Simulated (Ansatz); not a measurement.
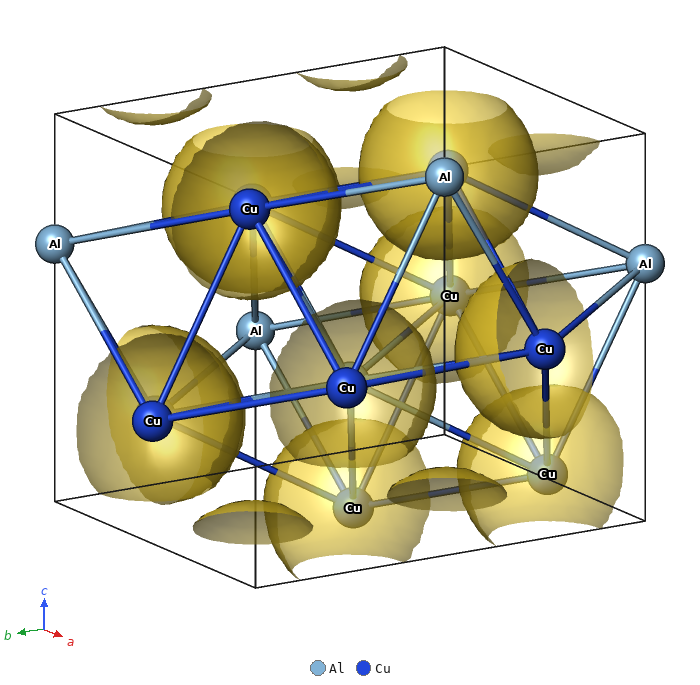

Figure 1: AlCu$_{3}$. Isosurface of the valence electron density at 0.4 e/Å³ (yellow), seen at an oblique angle. Sticks mark near contacts.

Space group Pmmn; a structure from a database of computed crystals, not necessarily the ambient phase; computed without spin polarisation.

The calculation used DFT PBEsol, scalar-relativistic, plane waves, PAW in Ansatz 0.2.0.

Q: Which contacts does the surface bridge?

A: At this value the density breaks into separate islands; it holds about 85 % of the electrons treated as valence (semicore included). It bridges none of the near contacts. It is pinched off along the sampled Cu–Cu (2.55 Å), Al–Cu (2.56 Å) and Cu–Cu (2.59 Å) contacts. On the grid the lowest density along these lines, outside the cores, is 0.28 e/Å³ (Cu–Cu, 2.55 Å), 0.22 e/Å³ (Al–Cu, 2.56 Å) and 0.28 e/Å³ (Cu–Cu, 2.59 Å).

Q: Metal or insulator at this level of theory?

A: It is gapless in this calculation (a metal or semimetal).
